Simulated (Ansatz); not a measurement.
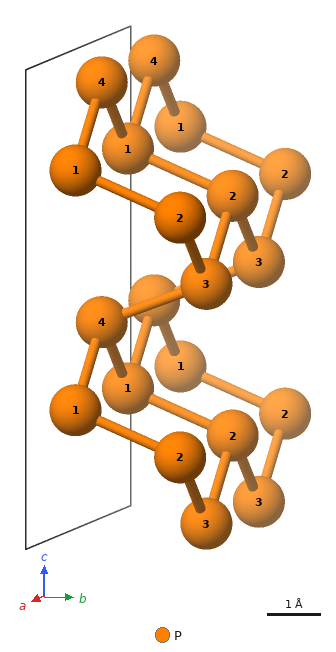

This is solid P (set up in Pmna). Style: ball-and-stick. Shown: the 2 × 2 repeat of the cell, outlined in the plane, without the vacuum, slightly off an axis.

Computed with DFT PBE, scalar-relativistic, plane waves, PAW (Ansatz 0.2.0). Set-up: plane-wave cutoff 420 eV; k-point mesh 8 × 1 × 6; occupations gaussian; smearing width 0.02 eV; no spin polarisation.

Now this is done to it. Uniaxial strain along c, −4.5 %, is applied. The a and b axes and the atoms are relaxed.

Predict the response.

Energy change: +4.9 meV per atom. The gap on the k-mesh: 0.91 eV before, 0.74 eV after. In the plane the drawn cell goes a 6.606 → 6.666 Å (+0.9 %), c 9.270 → 8.853 Å (−4.5 %). The largest moves relative to the cell and the layer's centre, 0.032 Å, are those of P1, P2, P3 and P4. P3 goes at 67° to the normal (+b side). Near-neighbour distances before and after: P–P 2.262 → 2.252 Å, P–P 2.225 → 2.231 Å. The space group stays Pmna (No. 53).

Drawn alike, the variant:

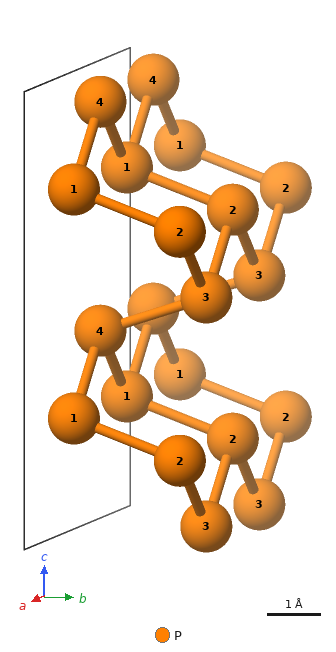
